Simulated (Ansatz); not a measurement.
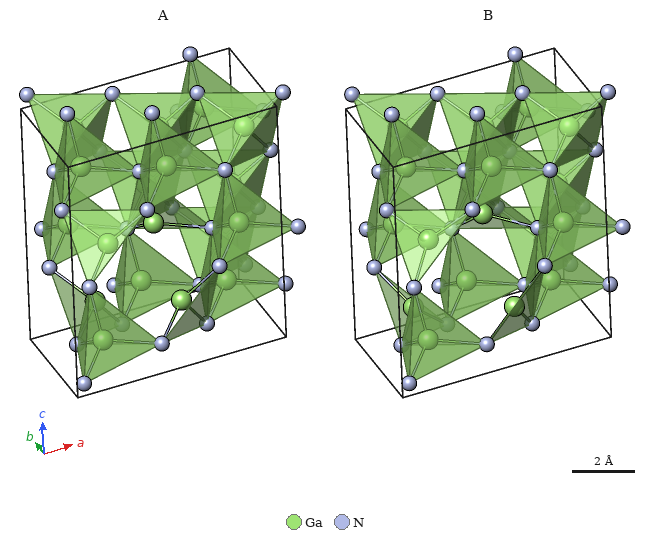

Two geometries of a defect cell of composition Ga$_{18}$N$_{17}$ (cell charge +3), drawn at one scale. One is the start of a relaxation, the other its converged end. Style: polyhedral. Shown: the cell of the calculation (origin shifted), slightly off an axis.

Method: DFT PBEsol, scalar-relativistic, plane waves, PAW (Ansatz). Set-up: plane-wave cutoff 420 eV; k-point mesh 2 × 2 × 2; occupations gaussian; smearing width 0.02 eV; mesh shifted by (0.5, 0.5, 0.5); collinear spin; atoms relaxed in a fixed cell; force threshold 0.03 eV/Å; at most 40 steps.

Which of the two is the end point?

Answer. Structure B is the relaxed one. A Ga atom moves most: 0.41 Å along [1 1 1]. Largest moves by element: Ga 0.41 Å, N 0.03 Å. The cell doesn't change. Some distances before and after: Ga–N 1.937 → 1.869 Å, Ga–N 1.956 → 1.977 Å, Ga–N 1.946 → 1.927 Å, Ga–N 1.955 → 1.939 Å. Bond angles that change, for instance: Ga–N–Ga 108.4° → 96.3°, Ga–N–Ga 108.9° → 98.1°, Ga–N–Ga 110.4° → 119.0°. Over 4 accepted moves (5 points after the start) the energy falls by 1.497 eV per cell of the calculation. The largest force component goes from 1.3 to 0.022 eV/Å. 1 step only repeated the SCF at the same geometry. The program noted that the starting moments weren't kept.

Limits of the set-up: the periodic images lie only 7.6 Å apart, so the values are limited by the cell's size; the cell is charged, on a uniform background, and energies carry no finite-size correction.
